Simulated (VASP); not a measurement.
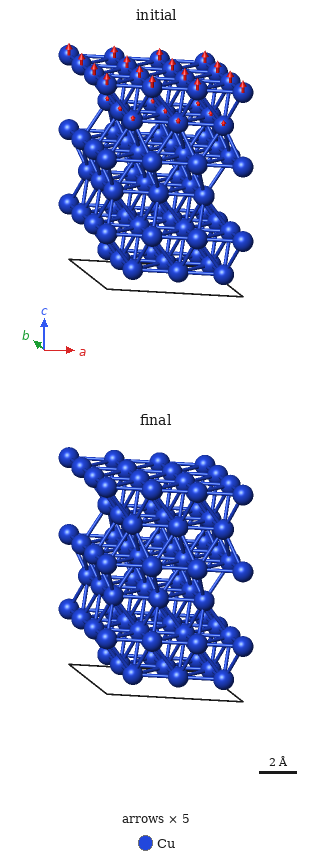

The structure of a slab of composition Cu before (top) and after (bottom) a relaxation, at one scale. The red arrows give the displacements, 5 times their true length.

The picture is a ball-and-stick view of the 3 × 3 repeat of the cell, outlined in the plane, without the vacuum, seen slightly off an axis.

The run lets the atoms move in a fixed cell. 3 atoms are held fixed.

Theory: Kohn-Sham DFT of a periodic cell, BEEF-vdW, VASP PAW PBE potentials, recommended (VASP).

Input file:
```
  ALGO = Normal
  DIPOL = 0.5 0.5 0.500
  EDIFF = 1E-7
  EDIFFG = -0.005
  ENCUT = 520
  GGA = BF
  IBRION = 2
  IDIPOL = 3
  ISIF = 2
  ISMEAR = 0
  LASPH = T
  LCHARG = F
  LDIPOL = T
  LREAL = F
  LUSE_VDW = T
  LWAVE = F
  NELM = 100
  NSW = 60
  PREC = Accurate
  SIGMA = 0.05
  ZAB_VDW = -1.8867
```

Launched with:
```bash
cat potpaw_PBE.64/Cu/POTCAR > POTCAR
mpirun -np 1 vasp_std > vasp.out
```

### Describe what moved and what it gained.

The run was cut off at its time limit before the relaxation converged, so the last structure is only a point on the way. The atom that moves furthest is a Cu atom (0.14 Å along the normal (+c)). The cell doesn't change. Some distances before and after: Cu–Cu 2.530 → 2.592 Å, Cu–Cu 2.530 → 2.536 Å. The energy falls by 21.9 meV per cell of the calculation in 6 geometry steps. Largest force component: 0.26 eV/Å at the start, 0.49 eV/Å at the end.
